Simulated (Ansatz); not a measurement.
A periodic structure is given below.

```cif
data_structure
_symmetry_space_group_name_H-M 'P 1'
_symmetry_Int_Tables_number 1
_cell_length_a 5.8686
_cell_length_b 5.8686
_cell_length_c 5.8686
_cell_angle_alpha 90.000
_cell_angle_beta 90.000
_cell_angle_gamma 90.000
_cell_volume 202.11
loop_
_atom_site_label
_atom_site_type_symbol
_atom_site_fract_x
_atom_site_fract_y
_atom_site_fract_z
_atom_site_occupancy
Al1 Al 0.50000 0.00000 0.00000 1
N1 N 0.00000 0.00000 0.00000 1
Al2 Al 0.50000 0.50000 0.50000 1
N2 N 0.00000 0.50000 0.50000 1
Al3 Al 0.00000 0.00000 0.50000 1
N3 N 0.50000 0.00000 0.50000 1
Al4 Al 0.00000 0.50000 0.00000 1
N4 N 0.50000 0.50000 0.00000 1
```

What crystal do these data define?

Its composition is AlN. Space group Fm-3m (No. 225), lattice face-centred cubic. Its structure type: rock salt (NaCl type). The cell has 8 atoms, namely 4 Al, 4 N.

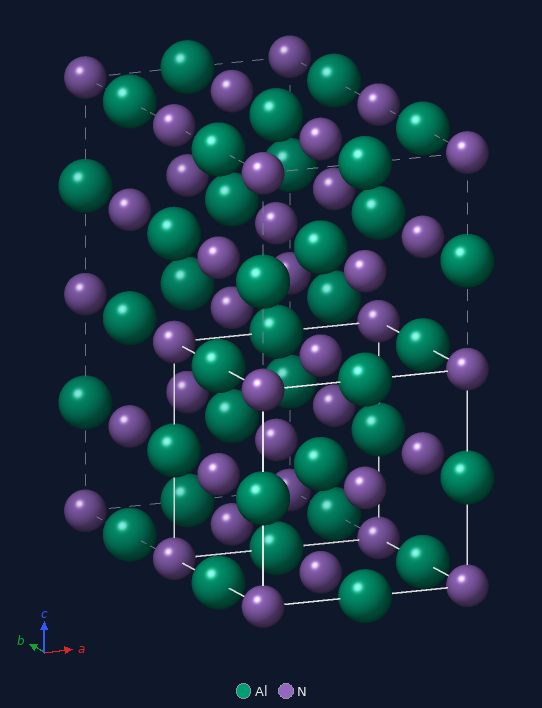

A spheres-only rendering, viewed slightly off an axis. A block of 1×2×2 cells is shown, with one conventional unit cell in solid outline. Colours: aluminium teal, nitrogen purple.

Source of the structure: a structure listed in the Materials Project. Earlier steps of the study may have refined or changed the cell and positions. Ansatz was used for an electronic-structure calculation on it.

At this level of theory the cell isn't at rest (stretched, at -22 GPa), so its distances can differ from those at equilibrium, the more so the softer the solid.
